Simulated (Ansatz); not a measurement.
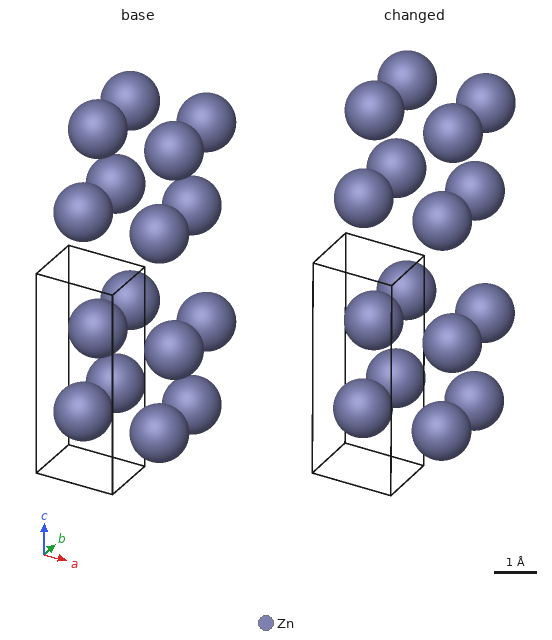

Left: a symmetric starting cell of Zn. Right: the same structure after one change, at the same scale. Style: spheres-only. Shown: the cell of the calculation, repeated 2 × 2 × 2 with one cell outlined, slightly off an axis.

Method: DFT PBE, scalar-relativistic, plane waves, PAW (Ansatz). Settings: plane-wave cutoff 420 eV; k-point mesh 16 × 16 × 8; occupations gaussian; smearing width 0.1 eV; no spin polarisation.

Question: Which change leads from the left to the right?

Answer: The cell is strained by +5.4 % along [0 1 2], +2.8 % along [2 1 0], +0.8 % roughly along [0 3 −1] (volume +9.3 %) and atoms are displaced by 0.06 Å relative to the cell. No relaxation follows. The starting cell wasn't computed here and needn't be at equilibrium, so pressure and forces aren't due to the change alone.

Question: And its effect?

Answer: Among the bonded contacts that change: Zn–Zn 2.913 → 2.972 to 3.107 Å, Zn–Zn 2.665 → 2.698 to 2.729 Å. The space group (tolerance 0.01 Å) goes from P6_3/mmc (No. 194) to C2/c (No. 15). The pressure is −4.9 GPa (not all of it need come from the change, since the unchanged cell can be under pressure at this level too). The principal stresses (compression positive) are −3.6 GPa along [0 2 −1], −5.4 GPa along [2 1 0], −5.6 GPa along [0 2 1]. The largest forces, 0.027 eV/Å, act on 2 Zn atoms of the calculation's cell.
